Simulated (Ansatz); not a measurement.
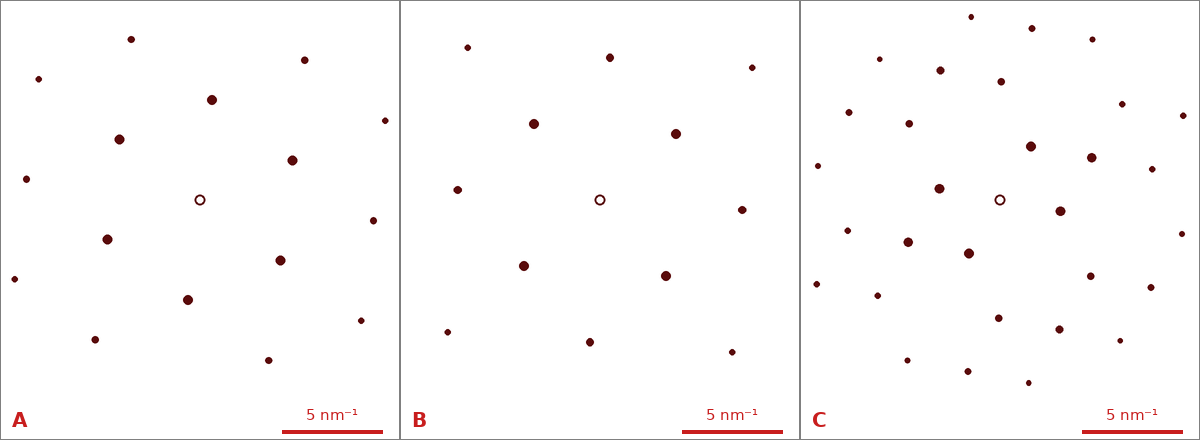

Simulated selected-area electron diffraction patterns (120 kV, kinematic approximation, thin crystal, B = 0.5 Å² for all atoms).

All three come from Cr, space group Fd-3m (No. 227), a = 5.61 Å. Structure: the geometry relaxed with DFT, RPBE, plane waves (420 eV) with PAW, scalar-relativistic (Ansatz); the starting structure was generated, so it need not be a known form of this composition.

```
Cr
1.0
     5.61164    0.00000    0.00000
     0.00000    5.61164    0.00000
     0.00000    0.00000    5.61164
Cr
8
Cartesian
  4.2087 4.2087 4.2087
  0.0000 2.8058 0.0000
  4.2087 1.4029 1.4029
  0.0000 0.0000 2.8058
  1.4029 4.2087 1.4029
  2.8058 2.8058 2.8058
  1.4029 1.4029 4.2087
  2.8058 0.0000 0.0000
```

Q: Assign the zone axes [001], [110], [111] to A, B and C.

A: A is [111]: hexagonal net of -2 2 0 at d = 1.98 Å and -2 0 2 at d = 1.98 Å, at 60.0°. B is [001]: square net of 2 -2 0 at d = 1.98 Å and 2 2 0 at d = 1.98 Å, at 90.0°. C is [110]: centred rectangular net of -1 1 -1 at d = 3.24 Å and -1 1 1 at d = 3.24 Å, at 70.5°.
